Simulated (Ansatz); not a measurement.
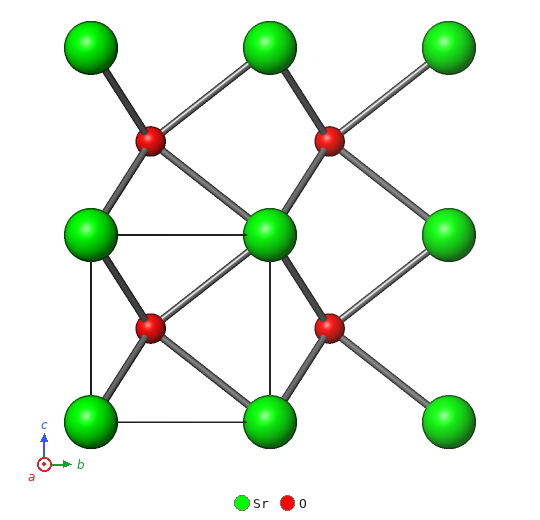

The picture looks along a close-packed row of the hexagonal mesh; c points upwards. Every atom sits on one of the three columns of the mesh; call them A, B, C in the order in which they first turn up. The sequence starts with the first layer at or above the cell's origin.

System SrO (space group P-6m2, No. 187); source of the atomic positions: the geometry relaxed at fixed volume with Ansatz 0.2.0, DFT PBEsol, scalar-relativistic, plane waves, PAW; the starting structure was generated, so it need not be a known form of this composition.

Give the sequence of layers in one repeat, with element and column.

Answer. Sr(A) – O(B) (two layers in 3.19 Å).

Heights of the layers:

```json
{"layer": "1", "atoms (column)": "Sr(A)", "height (Å)": "0.00", "to next (Å)": "1.60"}
{"layer": "2", "atoms (column)": "O(B)", "height (Å)": "1.60", "to next (Å)": "1.60"}
```
